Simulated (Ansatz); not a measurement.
# Gap against strain: armchair SiC nanoribbon (N = 4, H edges)

**Method.** Ansatz 0.2.0, plane waves with PAW datasets, PBE, Fermi-Dirac smearing of 0.05 eV, no spin-orbit coupling. The period is scaled from its relaxed value of 5.414 Å and the atoms relax, within the symmetry of the start, at each strain ε (in %); gaps, in eV, are read on a band path.

| period (Å) | energy (eV a cell) | place of the conduction minimum (Γ = 0, Z = 1) | ε | gap |
| --- | --- | --- | --- | --- |
| 5.197 | +0.198 | 0.47 | −4 | 2.581 |
| 5.305 | +0.049 | 0.37 | −2 | 2.538 |
| 5.414 | 0.000 | 0.21 | 0 | 2.477 |
| 5.630 | +0.180 | 0.00 | 4 | 2.205 |
| 5.739 | +0.400 | 0.00 | 6 | 2.077 |

One run is withheld: period (Å) = 5.522, with ε = 2. Fit a straight line gap = a + b × ε to the 5 rows shown and predict it.

**Fit.** The means are 0.8 for ε and 2.376 for gap. The sum of products of deviations is −3.615 and the sum of squares in ε is 68.8, so b = −3.615 / 68.8 = −0.05255 and a = 2.376 − (−0.05255) × 0.8 = 2.418. The residuals' standard deviation, with 3 degrees of freedom, is σ = 0.047.

**Prediction.** gap = 2.418 + (−0.05255) × 2 = 2.313. The run gave 2.342, so the prediction less the run is −0.029. The standard error of a prediction there, σ√(1 + 1/5 + (2 − 0.8)²/68.8), is 0.052, and the miss is 0.56 times that, for a point between the fitted rows. With so few rows σ is itself uncertain.

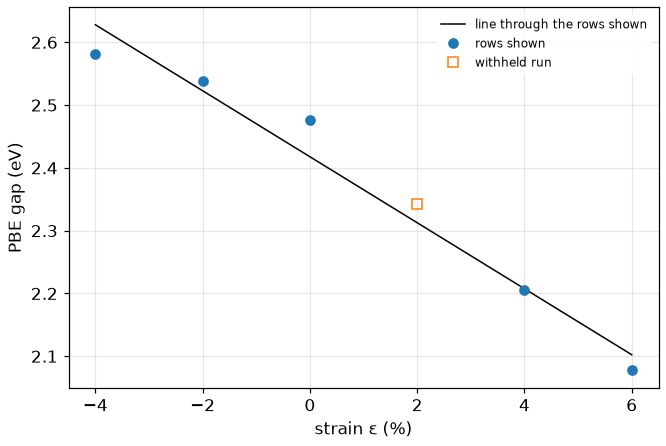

The fitted line, the rows shown and the withheld run.

The gap narrows at every step from compression to tension. The conduction minimum changes its place within the series, which a single slope can't follow.

**Limits.** Kohn-Sham gaps of a wire among periodic images, which in a check on one flat ribbon (7 Å apart) lowered the gap by 0.2 eV and flattened the slope; the slope b × 100 is a mean deformation potential of the gap, in eV per unit strain. Between neighbouring runs it lies between −6.8 and −2.2 eV, so a bend, a kink or scatter between runs makes one line a rough account. The unstrained row comes from a denser mesh than the others, which shifts its energy a little. Series of this kind are told only where this holds: a gap at every strain (compound wires with polar facets were set aside first). 88 of 101 did.
